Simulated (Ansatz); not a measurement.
ZnS

Input

```
crystal:
  lattice:
    - [3.8067217473, 0.0, 0.0]
    - [-1.9033608736, 3.2967177383, 0.0]
    - [0.0, 0.0, 12.4914703042]
  atoms:
    - { symbol: Zn, position: [0.333196948, 0.6666666667, 0.0026940355] }
    - { symbol: Zn, position: [0.3334697186, 0.6666666667, 0.5026940355] }
    - { symbol: Zn, position: [0.6637739071, 0.3333333333, 0.2526940355] }
    - { symbol: Zn, position: [0.6695594262, 0.3333333333, 0.7526940355] }
    - { symbol: S, position: [0.3399006639, 0.6666666667, 0.1898059645] }
    - { symbol: S, position: [0.3267660028, 0.6666666667, 0.6898059645] }
    - { symbol: S, position: [0.6666666667, 0.3333333333, 0.4398059645] }
    - { symbol: S, position: [0.6666666667, 0.3333333333, 0.9398059645] }
basis:
  ecutwfc: 500
kpoints:
  mp_grid: { grid: [6, 6, 2] }
hamiltonian:
  xc: r2scan
scf:
  occupations: { method: gaussian, width: 0.05 }
output:
  forces: true
  stress: true
  eigenvalues: true
  write_density: true
  write_potential: true
  elf: true
  volumetric_format: npy
```

Command:

```sh
ansatz run input.yaml --threads 2 --pin off --max-ram 5120MiB --backend cpu --events-out ev --progress --plain --runs-dir out
```

Below, planes, directions and counts refer to the conventional cell (a = 6.59 Å, b = 3.81 Å, c = 12.49 Å, α = 90.00°, β = 90.00°, γ = 90.00°).

Space group Cc.

Computed with DFT r2SCAN, scalar-relativistic, plane waves, PAW in Ansatz.

Core electrons are frozen (PAW), and the valence fields are smoothed inside the atomic spheres.

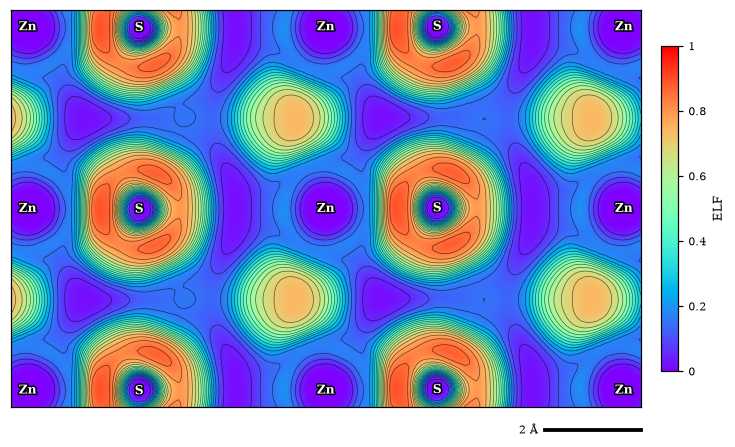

Figure 1. Electron localisation function on the (110) plane of the conventional cell.

Read the bonding off the picture.

The section cuts through Zn and S sites. Zn–S (2.34 Å): the ELF peaks at about 0.90 in the valence shell of S, 0.9 Å from its nucleus, and is about 0.60 at the midpoint.

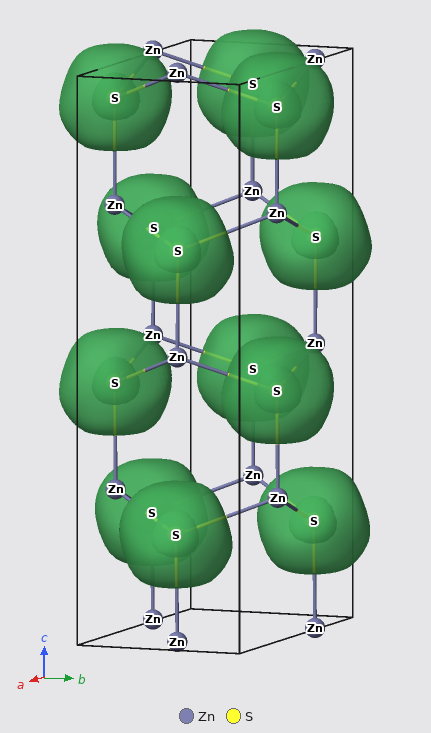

Figure 2. Isosurface of the electron localisation function at 0.65 (green), seen slightly off an axis. Only the valence region is drawn (cores and ρ < 0.01 e/Å³ removed). Sticks mark near contacts.

Where are the electrons localised?

At this value the surface marks out eight regions wrapped around S (the valence shell of each), counted in one cell of 16 atoms. Regions shared between cells count once.


Zn–S (2.30 Å): the ELF peaks at about 0.90 in the valence shell of S, 0.8 Å from its nucleus, and is about 0.60 at the midpoint. Zn–S (2.36 Å): the ELF peaks at about 0.90 in the valence shell of S, 0.8 Å from its nucleus, and is about 0.60 at the midpoint.

Metal or insulator at this level of theory?

It is gapped, with a Kohn–Sham gap of 2.8 eV on the k-point mesh (the band edges may lie off the mesh, which would make the gap smaller).
